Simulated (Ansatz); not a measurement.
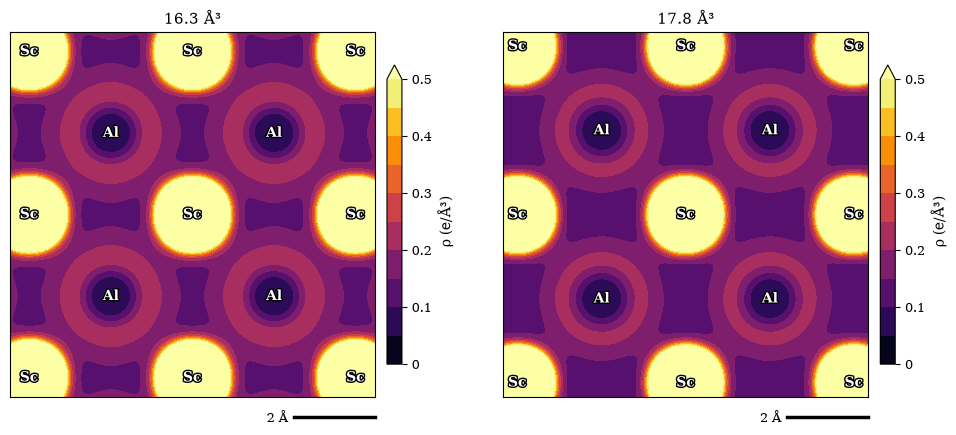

ScAl$_{3}$. The valence pseudo-density of cells scaled evenly to different volumes (given per atom above each panel), on the (010) plane of each (indices in the axes of the cell below), at one length scale and on one colour scale.

A structure from a database of computed crystals, not necessarily the ambient phase.

Computed with Ansatz, DFT PBE, scalar-relativistic, plane waves, PAW.

In a PAW calculation such maps are meaningful between the atoms, not at the nuclei.

The largest cell:

```cif
data_structure
_symmetry_space_group_name_H-M 'P 1'
_symmetry_Int_Tables_number 1
_cell_length_a 4.1460
_cell_length_b 4.1460
_cell_length_c 4.1460
_cell_angle_alpha 90.000
_cell_angle_beta 90.000
_cell_angle_gamma 90.000
_cell_volume 71.27
loop_
_atom_site_label
_atom_site_type_symbol
_atom_site_fract_x
_atom_site_fract_y
_atom_site_fract_z
_atom_site_occupancy
Sc1 Sc 0.00000 0.00000 0.00000 1
Al1 Al 0.50000 0.00000 0.50000 1
Al2 Al 0.00000 0.50000 0.50000 1
Al3 Al 0.50000 0.50000 0.00000 1
```

| volume (Å³/atom) | Sc–Al contact in the plane (Å) | ρ at its midpoint (e/Å³) | pressure (GPa) | 
| --- | --- | --- | --- |
| 16.26 | 2.844 | 0.184 | 6.1 | 
| 17.30 | 2.903 | ? | ? | 
| 17.82 | 2.932 | 0.166 | −2.4 | 

### What values belong in the row with question marks?

Over the known rows ln ρ falls by 1.17 per Å of Sc–Al distance (the line through the two), which gives 0.172 e/Å³ at 2.903 Å; the calculation gives 0.171 e/Å³. For the pressure, a straight line in volume between the neighbouring rows gives 0.4 GPa; the calculation gives 0.0, lower because pressure rises ever faster on compression.
